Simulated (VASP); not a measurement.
# Geometry relaxation of ZnCu₂SnSe₄ (part 2 of 2)

The same run, continued: ZnCu₂SnSe₄ (I-4, 8 atoms in the cell); Kohn-Sham DFT of a periodic cell, PBE, VASP PAW PBE potentials, recommended, no spin polarisation (VASP 6.6.1); cutoff 600 eV, 10×10×10 k-mesh, methfessel-paxton of 0.1 eV. The structure derives from a Materials Project entry.

Geometry of the input (Å; fractional positions):
```
-2.8864  2.8864  5.7590
2.8864  -2.8864  5.7590
2.8864  2.8864  -5.7590
Zn 0.7500  0.2500  0.5000
Cu 0.2500  0.7500  0.5000
Cu 0.0000  0.0000  0.0000
Sn 0.5000  0.5000  0.0000
Se 0.6291  0.6383  0.5278
Se 0.1105  0.1013  0.4722
Se 0.8987  0.3709  0.0092
Se 0.3617  0.8895  0.9908
```

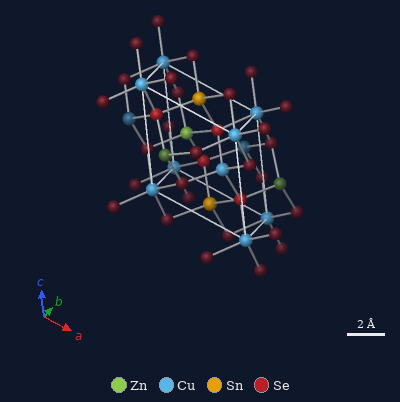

*The geometry at step 1 of the log (ball-and-stick view of the reduced cell, seen slightly off an axis; neighbours outside the cell are drawn fainter).*

**Parts of OUTCAR, continued**
```
 -----------------------------------------------------------------------------------
     -0.00000      2.88640      2.87950         0.000000     -0.000000     -0.000000
      2.88640      0.00000      2.87950        -0.000000      0.000000     -0.000000
      0.00000      0.00000      0.00000         0.000000      0.000000     -0.000000
      0.00000      0.00000      5.75900         0.000000      0.000000      0.000000
      1.55018      1.49686      4.25945        -0.002526      0.002781      0.004929
      1.33621      1.38954     -1.49954         0.002526     -0.002781      0.004929
     -1.49686      1.55018      7.25854        -0.002781     -0.002526     -0.004929
      4.38325      1.33621      1.49954         0.002781      0.002526     -0.004929
 -----------------------------------------------------------------------------------
    total drift:                                0.000008      0.000009      0.000009

  FREE ENERGIE OF THE ION-ELECTRON SYSTEM (eV)
  ---------------------------------------------------
  free  energy   TOTEN  =       -29.5929388537 eV

  energy  without entropy=      -29.5937206753  energy(sigma->0) =      -29.59319946

--------------------------------------- Ionic step        2  -------------------------------------------

 number of electron      72.0000001 magnetization

 Free energy of the ion-electron system (eV)
  ---------------------------------------------------
  ext. energy  EPLUGINS =         0.00000000
  ---------------------------------------------------
  free energy    TOTEN  =       -29.59296406 eV

  energy without entropy =      -29.59374691  energy(sigma->0) =      -29.59322501

 E-fermi :   3.5744     XC(G=0):  -9.2829     alpha+bet : -8.5972

 val. band max:        3.5479557480   @ k =   0.0000   0.0000   0.0000
 cond. band min:       3.5829457263   @ k =   0.0000   0.0000   0.0000
 fundamental gap:      0.0349899783
 Fermi energy:         3.5744007958

 k-point     1 :       0.0000    0.0000    0.0000
  band No.  band energies     occupation
      1     -18.5945      2.00000
      2     -18.5916      2.00000
      3     -18.5916      2.00000
      4     -18.5465      2.00000
      5     -18.5433      2.00000
      6     -10.5245      2.00000
      7      -9.4029      2.00000
      8      -9.3923      2.00000
      9      -9.3923      2.00000
     10      -4.1684      2.00000
     11      -3.4842      2.00000
     12      -3.4398      2.00000
     13      -3.4398      2.00000
     14      -3.4335      2.00000
     15      -3.3604      2.00000
     16      -1.7427      2.00000
     17      -1.1899      2.00000
     18      -0.8932      2.00000
     19      -0.3422      2.00000
     20      -0.3223      2.00000
     21      -0.3223      2.00000
     22       0.2242      2.00000
     23       0.2242      2.00000
     24       0.5933      2.00000
     25       0.5933      2.00000
     26       0.6240      2.00000
     27       1.4037      2.00000
     28       1.5691      2.00000
     29       1.6827      2.00000
     30       1.8878      2.00000
     31       1.9585      2.00000
     32       1.9585      2.00000
     33       2.0883      2.00000
     34       3.2670      2.00012
     35       3.5480      1.43072
     36       3.5480      1.43071
     37       3.5829      0.85596
     38       5.3353     -0.00000
     39       5.8078      0.00000
     40       6.9377      0.00000
     41       6.9377      0.00000
     42       7.9888      0.00000
     43       8.2399      0.00000

 k-point     2 :       0.1000    0.0000    0.0000
  band No.  band energies     occupation
      1     -18.5946      2.00000
      2     -18.5916      2.00000
      3     -18.5916      2.00000
      4     -18.5465      2.00000
      5     -18.5433      2.00000
      6     -10.4971      2.00000
      7      -9.4147      2.00000
      8      -9.4113      2.00000
      9      -9.4005      2.00000
     10      -4.1579      2.00000
     11      -3.4781      2.00000
     12      -3.4462      2.00000
     13      -3.4412      2.00000
     14      -3.4304      2.00000
     15      -3.3576      2.00000
     16      -1.7488      2.00000
     17      -1.2115      2.00000
     18      -0.8933      2.00000
     19      -0.4785      2.00000
     20      -0.2617      2.00000
     21      -0.1609      2.00000
     22       0.1823      2.00000
     23       0.2209      2.00000
     24       0.5536      2.00000
     25       0.5778      2.00000
     26       0.6631      2.00000
     27       1.4347      2.00000
     28       1.5873      2.00000
     29       1.6926      2.00000
     30       1.8404      2.00000
     31       1.9420      2.00000
     32       2.0034      2.00000
     33       2.1250      2.00000
     34       2.9130      2.00000
     35       3.4608      2.06820
     36       3.5364      1.59492
     37       3.9224     -0.00001
     38       5.4786     -0.00000
     39       5.9134      0.00000
     40       6.8536      0.00000
     41       6.8701      0.00000
     42       7.9591      0.00000
     43       8.1769      0.00000

 k-point     3 :       0.2000    0.0000    0.0000
  band No.  band energies     occupation
      1     -18.5946      2.00000
      2     -18.5917      2.00000
      3     -18.5916      2.00000
      4     -18.5465      2.00000
      5     -18.5433      2.00000
      6     -10.4173      2.00000
      7      -9.4760      2.00000
      8      -9.4445      2.00000
      9      -9.4167      2.00000
     10      -4.1300      2.00000
     11      -3.4673      2.00000
     12      -3.4561      2.00000
     13      -3.4424      2.00000
     14      -3.4251      2.00000
     15      -3.3495      2.00000
     16      -1.7550      2.00000
     17      -1.2417      2.00000
     18      -0.8867      2.00000
     19      -0.5232      2.00000
     20      -0.2024      2.00000
     21      -0.0996      2.00000
     22       0.1135      2.00000
     23       0.2106      2.00000
     24       0.4967      2.00000
     25       0.5655      2.00000
     26       0.7388      2.00000
     27       1.5237      2.00000
     28       1.6265      2.00000
     29       1.7085      2.00000
     30       1.8003      2.00000
     31       1.9209      2.00000
     32       2.0527      2.00000
     33       2.1943      2.00000
     34       2.5858      2.00000
     35       3.2281      2.00001
     36       3.4258      2.05650
     37       4.3249     -0.00000
     38       5.8749      0.00000
     39       6.0974      0.00000
     40       6.6500      0.00000
     41       6.7451      0.00000
     42       7.9654      0.00000
     43       8.3052      0.00000

 k-point     4 :       0.3000    0.0000    0.0000
  band No.  band energies     occupation
      1     -18.5947      2.00000
      2     -18.5917      2.00000
      3     -18.5916      2.00000
      4     -18.5464      2.00000
      5     -18.5433      2.00000
      6     -10.2927      2.00000
      7      -9.5877      2.00000
      8      -9.4782      2.00000
      9      -9.4351      2.00000
     10      -4.0953      2.00000
     11      -3.4739      2.00000
     12      -3.4583      2.00000
     13      -3.4345      2.00000
     14      -3.4168      2.00000
     15      -3.3367      2.00000
     16      -1.7361      2.00000
     17      -1.2392      2.00000
     18      -0.9039      2.00000
     19      -0.4856      2.00000
     20      -0.2911      2.00000
     21      -0.1230      2.00000
     22       0.0344      2.00000
     23       0.2371      2.00000
     24       0.4898      2.00000
     25       0.5674      2.00000
     26       0.8000      2.00000
     27       1.6162      2.00000
     28       1.6630      2.00000
     29       1.7258      2.00000
     30       1.7817      2.00000
     31       1.9340      2.00000
     32       2.0909      2.00000
     33       2.2372      2.00000
     34       2.4896      2.00000
     35       2.9258      2.00000
     36       3.2719      2.00016
     37       4.5929     -0.00000
     38       6.1016      0.00000
     39       6.4375      0.00000
     40       6.5235      0.00000
     41       6.9080      0.00000
     42       8.0650      0.00000
     43       8.2940      0.00000

 k-point     5 :       0.4000    0.0000    0.0000
  band No.  band energies     occupation
      1     -18.5947      2.00000
      2     -18.5918      2.00000
      3     -18.5916      2.00000
      4     -18.5463      2.00000
      5     -18.5432      2.00000
      6     -10.1398      2.00000
      7      -9.7340      2.00000
      8      -9.5030      2.00000
      9      -9.4498      2.00000
     10      -4.0675      2.00000
     11      -3.4807      2.00000
     12      -3.4627      2.00000
     13      -3.4258      2.00000
     14      -3.4077      2.00000
     15      -3.3223      2.00000
     16      -1.6898      2.00000
     17      -1.2165      2.00000
     18      -0.9225      2.00000
     19      -0.5786      2.00000
     20      -0.3296      2.00000
     21      -0.2119      2.00000
     22       0.1019      2.00000
     23       0.2740      2.00000
     24       0.4643      2.00000
     25       0.5781      2.00000
     26       0.8119      2.00000
     27       1.6449      2.00000
     28       1.6706      2.00000
     29       1.7462      2.00000
     30       1.8037      2.00000
     31       1.9566      2.00000
     32       2.1376      2.00000
     33       2.3239      2.00000
     34       2.4622      2.00000
     35       2.6571      2.00000
     36       3.1121      2.00000
     37       4.7439     -0.00000
     38       6.2423      0.00000
     39       6.3900      0.00000
     40       7.0789      0.00000
     41       7.1862      0.00000
     42       8.0212      0.00000
     43       8.2241      0.00000

 [... the levels of 18 k-points are left out ...]

 k-point    24 :       0.3000    0.2000    0.0000
  band No.  band energies     occupation
      1     -18.5948      2.00000
      2     -18.5917      2.00000
      3     -18.5917      2.00000
      4     -18.5463      2.00000
      5     -18.5432      2.00000
      6     -10.1570      2.00000
      7      -9.6293      2.00000
      8      -9.5426      2.00000
      9      -9.4890      2.00000
     10      -4.1335      2.00000
     11      -3.4851      2.00000
     12      -3.4704      2.00000
     13      -3.4159      2.00000
     14      -3.4007      2.00000
     15      -3.3200      2.00000
     16      -1.8395      2.00000
     17      -1.4234      2.00000
     18      -0.8480      2.00000
     19      -0.5037      2.00000
     20      -0.2503      2.00000
     21      -0.0556      2.00000
     22       0.2192      2.00000
     23       0.2556      2.00000
     24       0.4893      2.00000
     25       0.7028      2.00000
     26       0.7613      2.00000
     27       1.5874      2.00000
     28       1.6787      2.00000
     29       1.7586      2.00000
     30       1.8227      2.00000
     31       1.9755      2.00000
     32       2.1667      2.00000
     33       2.2790      2.00000
     34       2.5123      2.00000
     35       3.0584      2.00000
     36       3.1891      2.00000
     37       4.2843     -0.00000
     38       5.8469      0.00000
     39       6.2377      0.00000
     40       6.5158      0.00000
     41       7.0391      0.00000
     42       8.1763      0.00000
     43       8.5775      0.00000

 [... further k-points ...]

------------------------ aborting loop because EDIFF is reached ----------------------------------------

  FORCE on cell =-STRESS in cart. coord.  units (eV):
  Direction    XX          YY          ZZ          XY          YZ          ZX
  --------------------------------------------------------------------------------------
  -------------------------------------------------------------------------------------
  Total       -0.0315211     -0.0315211      0.0281035     -0.0000001     -0.0000000      0.0000000
  in kB       -0.2630452     -0.2630452      0.2345252     -0.0000009     -0.0000000      0.0000000
  external PRESSURE =      -0.0971884 kB  Pullay stress =       0.0000000 kB

 VOLUME and BASIS-vectors are now :
 -----------------------------------------------------------------------------
  energy-cutoff  :      600.00
  volume of cell :      191.99
      direct lattice vectors                 reciprocal lattice vectors
    -2.886318968  2.886318953  5.761460785    -0.000000000  0.173231028  0.086783547
     2.886318968 -2.886318953  5.761460785     0.173231028  0.000000000  0.086783547
     2.886318953  2.886318968 -5.761460785     0.173231027  0.173231028  0.000000000

 POSITION                                       TOTAL-FORCE (eV/Angst)
 -----------------------------------------------------------------------------------
     -0.00000      2.88632      2.88073        -0.000000      0.000000     -0.000000
      2.88632      0.00000      2.88073        -0.000000      0.000000     -0.000000
     -2.88632      2.88632      5.76146        -0.000000     -0.000000      0.000000
      0.00000      0.00000      5.76146        -0.000000      0.000000     -0.000000
      1.55002      1.49695      4.26151        -0.001406      0.001581      0.003503
      1.33630      1.38937     -1.49995         0.001406     -0.001581      0.003503
     -1.49695      1.55002      7.26141        -0.001581     -0.001406     -0.003503
      4.38327      1.33630      1.49995         0.001581      0.001406     -0.003503
 -----------------------------------------------------------------------------------
    total drift:                                0.000009      0.000009      0.000009

  FREE ENERGIE OF THE ION-ELECTRON SYSTEM (eV)
  ---------------------------------------------------
  free  energy   TOTEN  =       -29.5929640636 eV

  energy  without entropy=      -29.5937469065  energy(sigma->0) =      -29.59322501

 reached required accuracy - stopping structural energy minimisation
```

**CONTCAR**
```
ZnCu2SnSe4
   1.00000000000000
    -2.8863189681127381    2.8863189533899671    5.7614607850361104
     2.8863189681127381   -2.8863189533899671    5.7614607850361104
     2.8863189533899671    2.8863189681127381   -5.7614607850361104
  Zn              Cu              Sn              Se
     1     2     1     4
Direct
     0.7500000000000000    0.2500000000000000    0.5000000000000000
     0.2500000000000000    0.7500000000000000    0.5000000000000000
     1.0000000000000000    0.0000000000000000    0.0000000000000000
     0.5000000000000000    0.5000000000000000    0.0000000000000000
     0.6291474910590471    0.6383407347545856    0.5278295461131632
     0.1105111886414224    0.1013179449458839    0.4721704538868367
     0.8986820550541161    0.3708525089409528    0.0091932436955385
     0.3616592652454144    0.8894888113585776    0.9908067563044615

  0.00000000E+00  0.00000000E+00  0.00000000E+00
  0.00000000E+00  0.00000000E+00  0.00000000E+00
  0.00000000E+00  0.00000000E+00  0.00000000E+00
  0.00000000E+00  0.00000000E+00  0.00000000E+00
  0.00000000E+00  0.00000000E+00  0.00000000E+00
  0.00000000E+00  0.00000000E+00  0.00000000E+00
  0.00000000E+00  0.00000000E+00  0.00000000E+00
  0.00000000E+00  0.00000000E+00  0.00000000E+00
```

**Trajectory as extended XYZ (Å, eV, eV/Å), 2 frames, from step=0 to step=1**
```
8
Lattice="-2.8864 2.8864 5.7590 2.8864 -2.8864 5.7590 2.8864 2.8864 -5.7590" Properties=species:S:1:pos:R:3:forces:R:3 step=0 energy=-29.59294
Zn    0.0000    2.8864    2.8795    0.0000   0.0000   0.0000
Cu    2.8864    0.0000    2.8795    0.0000   0.0000   0.0000
Cu    0.0000    0.0000    0.0000    0.0000   0.0000   0.0000
Sn    0.0000    0.0000    5.7590    0.0000   0.0000   0.0000
Se    1.5502    1.4969    4.2595   -0.0025   0.0028   0.0049
Se    1.3362    1.3895   -1.4995    0.0025  -0.0028   0.0049
Se   -1.4969    1.5502    7.2585   -0.0028  -0.0025  -0.0049
Se    4.3833    1.3362    1.4995    0.0028   0.0025  -0.0049
8
Lattice="-2.8863 2.8863 5.7615 2.8863 -2.8863 5.7615 2.8863 2.8863 -5.7615" Properties=species:S:1:pos:R:3:forces:R:3 step=1 energy=-29.59296
Zn    0.0000    2.8863    2.8807    0.0000   0.0000   0.0000
Cu    2.8863    0.0000    2.8807    0.0000   0.0000   0.0000
Cu   -2.8863    2.8863    5.7615    0.0000   0.0000   0.0000
Sn    0.0000    0.0000    5.7615    0.0000   0.0000   0.0000
Se    1.5500    1.4970    4.2615   -0.0014   0.0016   0.0035
Se    1.3363    1.3894   -1.4999    0.0014  -0.0016   0.0035
Se   -1.4970    1.5500    7.2614   -0.0016  -0.0014  -0.0035
Se    4.3833    1.3363    1.4999    0.0016   0.0014  -0.0035
```
